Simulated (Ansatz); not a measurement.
The coordinates of a crystal:

```xyz
8
Lattice="4.3357 0.0000 0.0000 0.0000 2.5032 0.0000 0.0000 0.0000 4.1689" Properties=species:S:1:pos:R:3 pbc="T T T"
C     0.9107    1.2516    0.3296
C     1.4452    0.0000    2.3460
C     0.7226    1.2516    1.8229
C     1.4452    0.0000    3.9074
C     3.0785    0.0000    0.3296
C     3.6130    1.2516    2.3460
C     2.8904    0.0000    1.8229
C     3.6130    1.2516    3.9074
```

Summarise the structure in words.

Answer. The element is carbon. The lattice is base-centred monoclinic and the space group Cm (No. 8). The cell holds eight atoms. Taking every contact within bonding distance, one finds C 4.

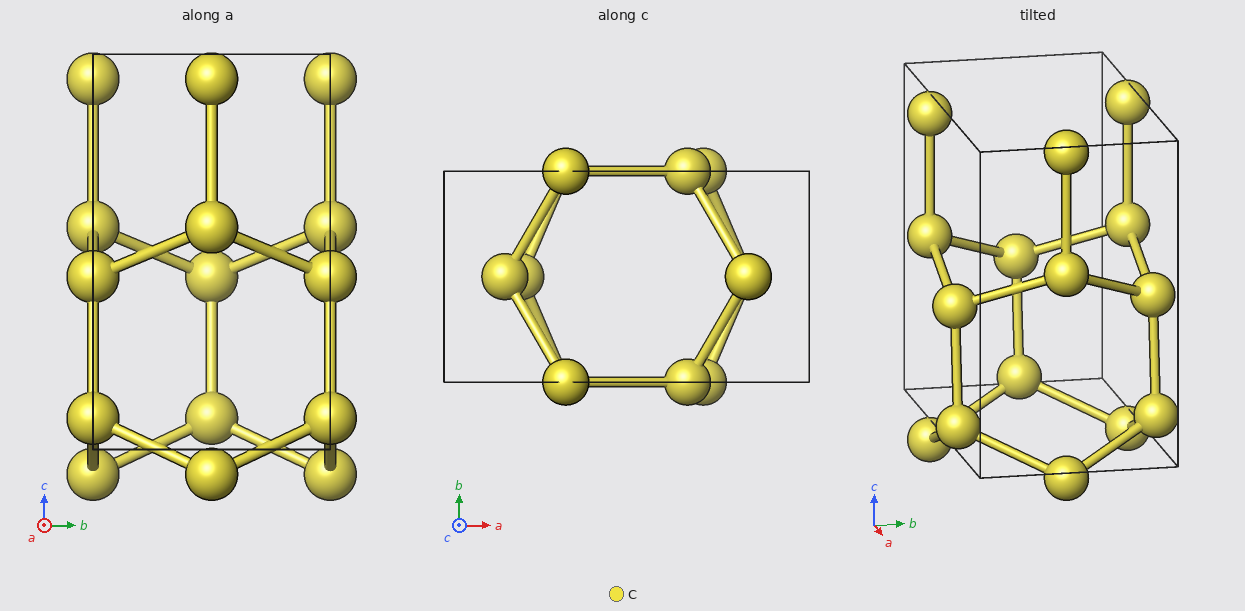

Crystal structure, ball-and-stick style, seen along the a axis, along the c axis and slightly off an axis. Atoms at the boundary of the conventional unit cell (the box) are drawn once for each face, edge or corner they touch. Colours: carbon yellow.

The structure comes from an entry, possibly a prediction, of the Crystallography Open Database. The cell was then strained or its atoms displaced on purpose. It was the input of a calculation with Ansatz.

At this level of theory the run's own cell isn't at rest (compressed, at 5 GPa and forces up to 4.2 eV/Å), so its distances can differ from those at equilibrium, the more so the softer the solid.
